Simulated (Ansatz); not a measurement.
System: CdS, space group F-43m (No. 216), 2 atoms in the cell.

Space group F-43m (No. 216). a = 5.820 Å, b = 5.820 Å, c = 5.820 Å, α = 90.00°, β = 90.00°, γ = 90.00°
```csv
atom,site,symmetry,x,y,z
Cd,4a,-43m,0.0000,0.0000,0.0000
S,4c,-43m,0.2500,0.2500,0.2500
```

Computed with Ansatz: DFT, PBE, PAW with Ansatz's default frozen-core files, scalar-relativistic, no spin polarisation, 8×8×8 k mesh, 420 eV cutoff, Fermi-Dirac smearing of 0.01 eV.

What does the calculation give for the electronic structure? The path is Γ–X–U–K–Γ–L–W–X.

The material is gapped. The gap along this path is 1.16 eV and direct: both edges lie at Γ. Three bands meet at the valence-band top at Γ: it is triply degenerate (spin aside). The top valence band spans 2.2 eV and the lowest conduction band 4.3 eV. The direct gaps are 7.63 eV at W, 1.16 eV at Γ and 3.78 eV at L.

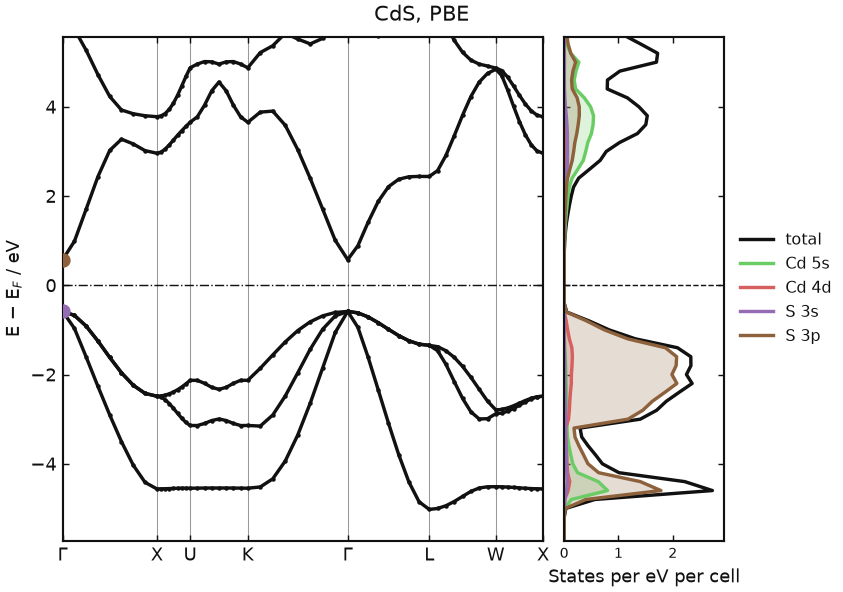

Band structure and density of states. Energies are counted from the Fermi level. The path runs straight from each named point to the next. The partial curves are projected on Löwdin-orthogonalised atomic shells; they sum to less than the total at higher energies, where shells without a projector contribute.
